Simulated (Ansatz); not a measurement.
Zr3S2

The calculation's input:

```
crystal:
  lattice:
    - [2.9025379727, 1.6757810799, 3.4877732718]
    - [-2.9025379727, 1.6757810799, 3.4877732718]
    - [0.0, -3.3515621597, 3.4877732718]
  atoms:
    - { symbol: Zr, position: [0.845164, 0.495759, 0.146856] }
    - { symbol: Zr, position: [0.496257, 0.161903, 0.847701] }
    - { symbol: Zr, position: [0.140233, 0.856792, 0.497468] }
    - { symbol: S, position: [0.656848, 0.664325, 0.661247] }
    - { symbol: S, position: [0.332667, 0.345742, 0.337843] }
hamiltonian:
  xc: pbesol
  pseudopotentials: { kind: paw }
kpoints:
  mp_grid: { grid: [6, 6, 6] }
scf:
  occupations: { method: fermi_dirac, width: 0.05 }
output:
  forces: true
  stress: true
  eigenvalues: true
  write_density: true
  write_potential: true
  elf: true
  volumetric_format: npy
```

Command:

```sh
ansatz run input.yaml --threads 2 --pin off --max-ram 5632MiB --backend cpu --events-out ev --progress --plain --runs-dir out
```

Below, planes, directions and counts refer to the conventional cell (a = 4.84 Å, b = 4.84 Å, c = 4.84 Å, α = 73.75°, β = 73.75°, γ = 73.75°).

Space group P1; a structure from a database of computed crystals, not necessarily the ambient phase; changed on purpose from its base cell (atoms moved at random by about 0.05 A); not relaxed (largest force 0.9 eV/Å); computed pressure about −6 GPa in this cell.

These are results of Ansatz, Kohn-Sham DFT of a periodic cell, PBEsol, Ansatz PAW, not measurements.

Core electrons are frozen (PAW), and the valence fields are smoothed inside the atomic spheres.

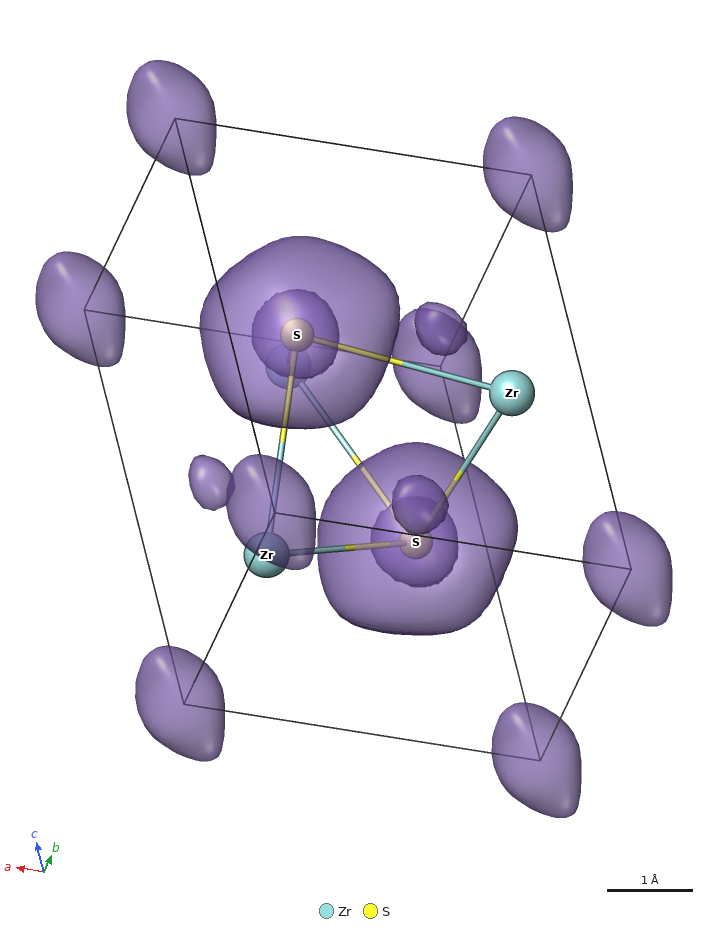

Figure 1. Isosurface of the electron localisation function at 0.65 (purple), seen at an oblique angle. Only the valence region is drawn (cores and ρ < 0.01 e/Å³ removed). Sticks mark near contacts.

> Describe the localisation domains.

The surface consists of two regions wrapped around S (the valence shell of each) and four pockets between the atoms, centred on no nucleus (multi-centre or interstitial), counted in one cell of 5 atoms. Regions shared between cells count once. Profiles from the grid: Zr–S (2.59 Å): the ELF peaks at about 0.85 in the valence shell of S, 0.8 Å from its nucleus, and is about 0.25 at the midpoint: no localised pair shows between them. Zr–S (2.64 Å): the ELF peaks at about 0.85 in the valence shell of S, 0.8 Å from its nucleus, and is about 0.30 at the midpoint; no shared electron pair shows on this line.

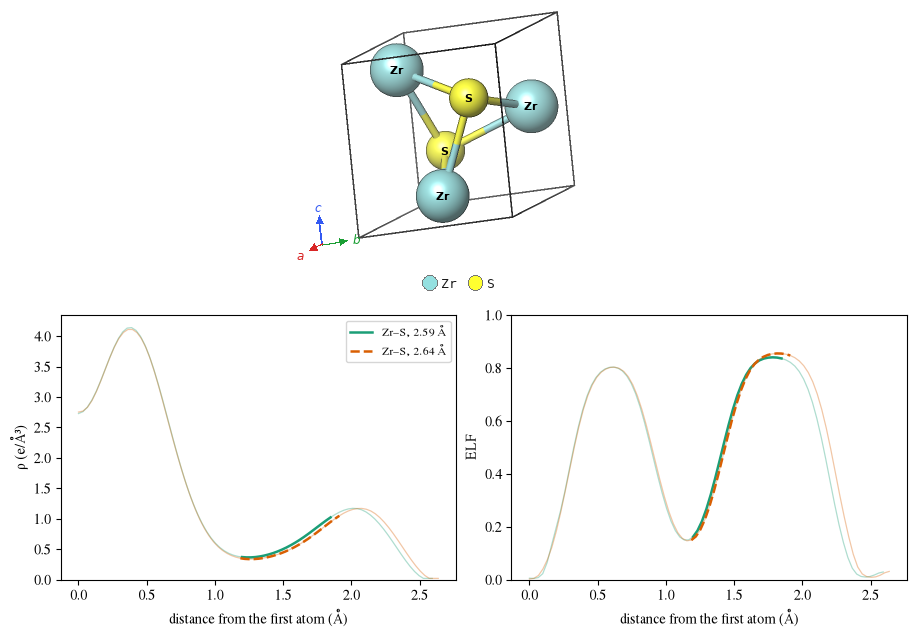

Figure 2. Valence electron density and ELF along straight lines between neighbouring atoms. Thin, pale parts lie inside the atomic spheres. The structure is drawn too.

> What can be read from the curves?

Zr–S (2.59 Å): the density is about 0.37 e/Å³ at the midpoint; the ELF peaks at about 0.85 in the valence shell of S, 0.8 Å from its nucleus, and is about 0.25 at the midpoint; no shared electron pair shows on this line.
Zr–S (2.64 Å): ρ at the midpoint is about 0.34 e/Å³; the ELF peaks at about 0.85 in the valence shell of S, 0.8 Å from its nucleus, and is about 0.30 at the midpoint (no shared electron pair shows on this line).

> Does the calculation give a band gap?

It is gapless in this calculation (a metal or semimetal).
